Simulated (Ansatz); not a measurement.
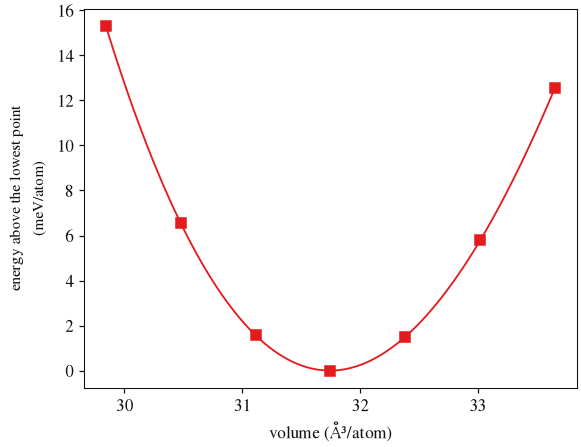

The plot gives the computed energy above the lowest point against volume for Se, space group Fd-3m (No. 227) (one of a set of cubic test structures, which need not be the stable phase).

Method: equation of state of a cubic crystal from periodic Kohn-Sham density functional theory without spin, third-order Birch-Murnaghan fit to the free energies; pressure corrected for the finite basis (Ansatz 0.2.0 development build). Level: PBE.

structure type diamond; atoms in cell 2; space group number 227; lattice centring face-centred primitive; k mesh 15×15×15; occupation method Fermi–Dirac; occupation width 0.06123 eV; wave cutoff 700 eV; datasets hard PAW; density tolerance 1e−09 eV; bands 20; density cutoff ratio 4; search for lower states default.

How stiff is the solid, and where is its volume at rest?

A third-order Birch–Murnaghan fit gives V0 = 31.74 Å³/atom, B0 = 38.7 GPa and B′ = 4.1.

Note: cubic model structure, not the ambient form.
